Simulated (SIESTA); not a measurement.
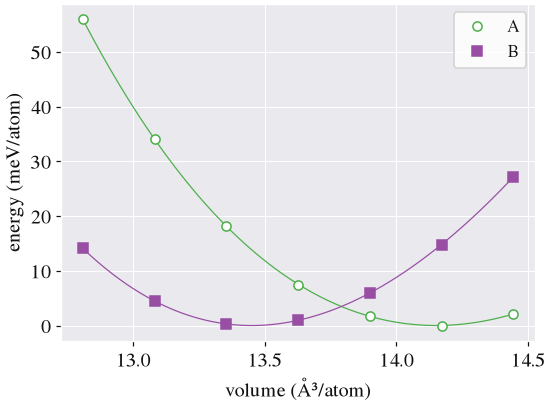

The plot gives the computed energy against volume, with one curve for each functional, for BAs (space group F-43m). The labels are replaced by letters. In alphabetical order the cases are: PBE; PBEsol + D3(BJ).

Method: DFT in numerical atomic orbitals with pseudopotentials, no spin polarisation; energies at scaled volumes of the given cell, shape and fractions fixed, counted from the fit's minimum, third-order Birch-Murnaghan fit (SIESTA 5.4.2). All runs: no spin polarisation.

- k mesh: 10×10×10
- occupations: Fermi–Dirac
- smearing width: 0.05 eV
- potentials: PseudoDojo 0.4 standard, converted to PSML, two zetas on semicore shells

### Which letter stands for which functional?

A: PBE; B: PBEsol + D3(BJ).

Limits of the calculation: mulliken charges of long orbitals (PBE).
